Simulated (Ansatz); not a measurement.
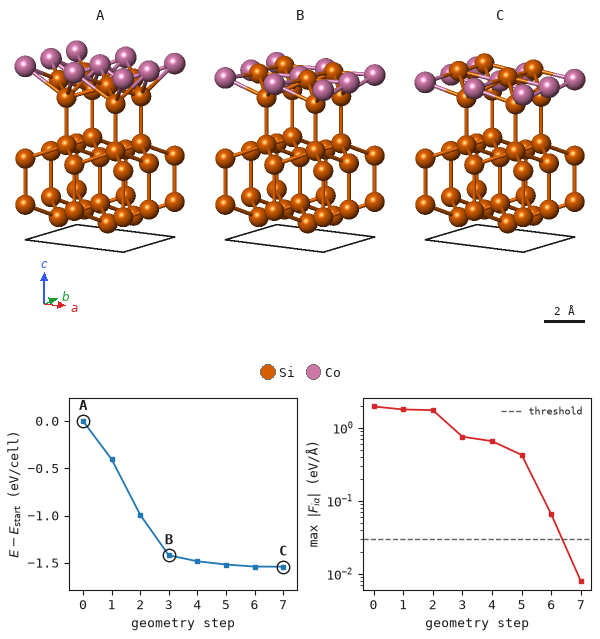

Frames of a constrained relaxation of a slab of composition CoSi6 (cut from the Fd-3m phase), marked on the history of the run. The picture is a ball-and-stick view of the 2 × 2 repeat of the cell, outlined in the plane, without the vacuum, seen slightly off an axis.

Case: Co put at a hollow Si-Si site. The slab is the (1 1 1) face of Si with Co on it. 3 atoms are held fixed.

Level of theory: DFT PBEsol, scalar-relativistic, plane waves, PAW (Ansatz).

Input file:
```yaml
crystal:
  lattice:
    - [3.8417168264, 0.0, 0.0]
    - [-1.9208584132, 3.3270243658, 0.0]
    - [0.0, 0.0, 26.0576844708]
  atoms:
    - { symbol: Si, position: [0.3333333333, 0.6666666667, 0.3261993601] }
    - { symbol: Si, position: [0.0, 0.0, 0.3562936366] }
    - { symbol: Si, position: [0.0, 0.0, 0.4465764664] }
    - { symbol: Si, position: [0.6666666667, 0.3333333333, 0.4759187092] }
    - { symbol: Si, position: [0.6666666667, 0.3333333333, 0.5684833002] }
    - { symbol: Si, position: [0.3333333333, 0.6666666667, 0.5943515514] }
    - { symbol: Co, position: [0.0, 0.0, 0.6265877234], spin: 3.0 }
basis:
  ecutwfc: 420
kpoints:
  mp_grid: { grid: [9, 9, 1] }
hamiltonian:
  xc: pbesol
scf:
  occupations: { method: gaussian, width: 0.05 }
output:
  forces: true
  eigenvalues: true
  populations: true
  write_density: true
  write_potential: true
  elf: true
  volumetric_format: npy
magnetization:
  spin_polarized: true
relax:
  adjacent_minimum: "off"
  f_tol: 0.03
  max_steps: 70
  constraints: [{ sites: [0, 1, 2] }]
efield:
  axis: 3
  dipole_correction: true
  ramp_width: 0.04
```

Run as
```bash
ansatz run input.yaml --threads 1 --pin off --max-ram 2560MiB --backend cpu --events-out ev --progress --plain --runs-dir out
```

Q: Describe the path.

A: After 7 geometry steps the energy has fallen by 1.541 eV per cell of the calculation. The largest force component goes from 2 to 0.0079 eV/Å. Co7 moves most: 0.81 Å along the normal (−c). By element the largest moves are Co 0.81 Å, Si 0.46 Å. The lattice vectors keep their values. Near-neighbour distances that change, for instance: Si5–Co7 2.686 → 2.333 Å, Si5–Si6 2.318 → 2.501 Å, Si6–Co7 2.372 → 2.260 Å, Si4–Si5 2.412 → 2.393 Å. Bond angles that change, for instance: Si5–Co7–Si6 124.9° → 173.0°, Si5–Si6–Co7 176.2° → 141.4°, Si5–Co7–Si5 91.3° → 110.9°. The program noted that the starting moments weren't kept. Cost: 4.5 min on 1 thread of Intel(R) Xeon(R) Platinum 8375C CPU @ 2.90GHz (Ice Lake), on a shared host, peak memory 0.77 GiB. From step 0 to 3: Co7 moves most (0.58 Å), energy −1.420 eV per cell of the calculation. From step 3 to 7: Co7 moves most (0.23 Å), energy −0.120 eV per cell of the calculation.

Limits of the set-up: the periodic images lie only 3.8 Å apart, so the values are limited by the cell's size.
